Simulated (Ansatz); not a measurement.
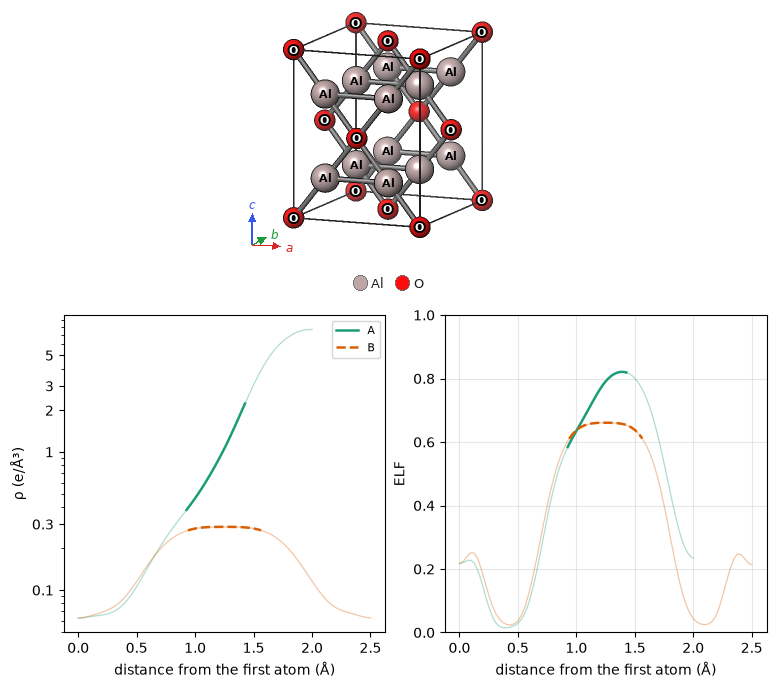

The picture shows: Al$_{2}$O. Valence charge density (pseudo) and ELF along straight lines between neighbouring atoms. Thin, pale parts lie inside the atomic spheres. The structure is drawn too.

Space group Fmmm; a structure generated by program, which may or may not match a known phase.

Theory: Ansatz, DFT PBE, scalar-relativistic, plane waves, PAW.

In a PAW calculation such maps are meaningful between the atoms, not at the nuclei.

```xyz
12
Lattice="5.0051 0.0000 0.0000 0.0000 5.9282 0.0000 0.0000 0.0000 6.2543" Properties=species:S:1:pos:R:3 pbc="T T T"
Al    3.7538    0.0000    1.5636
Al    1.2513    2.9641    1.5636
Al    1.2513    0.0000    4.6907
Al    3.7538    2.9641    4.6907
Al    1.2513    0.0000    1.5636
Al    3.7538    2.9641    1.5636
Al    3.7538    0.0000    4.6907
Al    1.2513    2.9641    4.6907
O     0.0000    0.0000    0.0000
O     2.5025    2.9641    0.0000
O     2.5025    0.0000    3.1271
O     0.0000    2.9641    3.1271
```

Which curve belongs to which contact (Al–Al and Al–O)? The first atom named is at distance zero.

Curve A: Al–O (2.00 Å): the density is about 0.46 e/Å³ at the midpoint; the ELF peaks at about 0.80 in the valence shell of O, 0.6 Å from its nucleus, and is about 0.65 at the midpoint. Curve B: Al–Al (2.50 Å): ρ at the midpoint is about 0.29 e/Å³; the ELF peaks at about 0.65 between the atoms.
